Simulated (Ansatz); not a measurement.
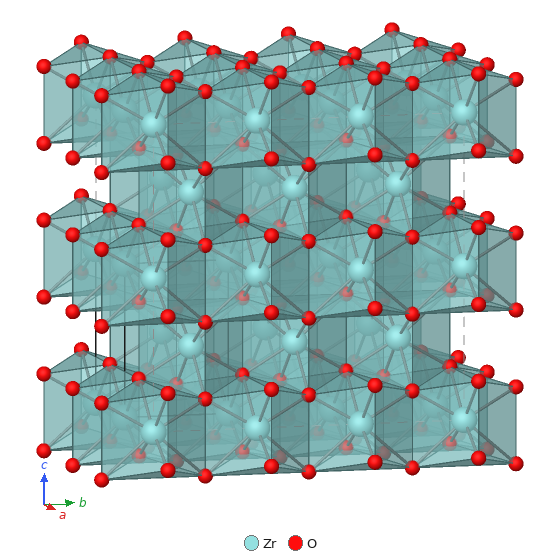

Polyhedra are drawn about Zr (bonds: O–Zr below 2.7 Å); other atoms are plain spheres.

ZrO₂ (space group P4_2/nmc, No. 137): a calculation's input that goes back to an entry of the Crystallography Open Database (an earlier step may have relaxed or displaced it).

### What figure surrounds each Zr atom, and what does it share with the other drawn polyhedra?

Zr: ZrO8 cube, sharing edges with twelve neighbours.

### How do these polyhedra hang together as a whole?

They form a three-dimensional framework of edge-sharing cubes.

### How far apart are the centres of linked polyhedra?

Centre to centre across a shared edge: 3.58 to 3.62 Å.
